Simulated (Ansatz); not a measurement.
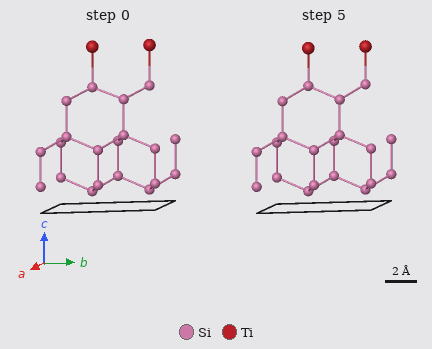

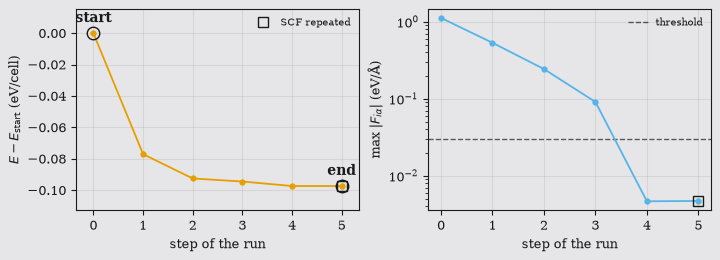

First and last geometry of a constrained relaxation of a slab of composition TiSi₆ (cut from the Fd-3m phase), with the history of the run. Style: ball-and-stick. Shown: the 1 × 2 repeat of the cell, outlined in the plane, without the vacuum, slightly off an axis.

Case: Ti put at a top Si site. The slab is the (1 1 1) face of Si with Ti on it. 3 atoms are held fixed.

The calculation used DFT PBEsol, scalar-relativistic, plane waves, PAW (Ansatz).

Input
```yaml
crystal:
  lattice:
    - [3.8417168278, 0.0, 0.0]
    - [-1.9208584139, 3.327024367, 0.0]
    - [0.0, 0.0, 26.0576844733]
  atoms:
    - { symbol: Si, position: [0.3333333333, 0.6666666667, 0.3261993601] }
    - { symbol: Si, position: [0.0, 0.0, 0.3562936366] }
    - { symbol: Si, position: [0.0, 0.0, 0.4465764664] }
    - { symbol: Si, position: [0.6666666667, 0.3333333333, 0.4759187077] }
    - { symbol: Si, position: [0.6666666667, 0.3333333333, 0.5684832977] }
    - { symbol: Si, position: [0.3333333333, 0.6666666667, 0.5943515468] }
    - { symbol: Ti, position: [0.3333333333, 0.6666666667, 0.698735342], spin: 2.0 }
basis:
  ecutwfc: 420
kpoints:
  mp_grid: { grid: [9, 9, 1] }
hamiltonian:
  xc: pbesol
scf:
  occupations: { method: gaussian, width: 0.05 }
output:
  forces: true
  eigenvalues: true
  populations: true
  write_density: true
  write_potential: true
  elf: true
  volumetric_format: npy
magnetization:
  spin_polarized: true
relax:
  adjacent_minimum: "off"
  f_tol: 0.03
  max_steps: 70
  constraints: [{ sites: [0, 1, 2] }]
efield:
  axis: 3
  dipole_correction: true
  ramp_width: 0.04
```

Launched with:
```bash
ansatz run input.yaml --threads 1 --pin off --max-ram 2560MiB --backend cpu --events-out ev --progress --plain --runs-dir out
```

**What do the curves and the structures tell?**

It converged. The energy falls by 97.3 meV per cell of the calculation in 4 accepted moves (5 points after the start). The largest force component goes from 1.1 to 0.0047 eV/Å. 1 step only repeated the SCF at the same geometry. Ti7 moves most: 0.098 Å along the normal (−c). By element the largest moves are Ti 0.098 Å, Si 0.085 Å. The lattice vectors keep their values. Some distances before and after: Si6–Ti7 2.720 → 2.537 Å, Si5–Si6 2.318 → 2.353 Å, Si4–Si5 2.412 → 2.384 Å. Bond angles that change, for instance: Si4–Si5–Si6 106.9° → 109.5°, Si5–Si6–Ti7 106.9° → 109.5°, Si6–Si5–Si6 111.9° → 109.4°.

Limits of the set-up: the periodic images lie only 3.8 Å apart, so the values are limited by the cell's size.
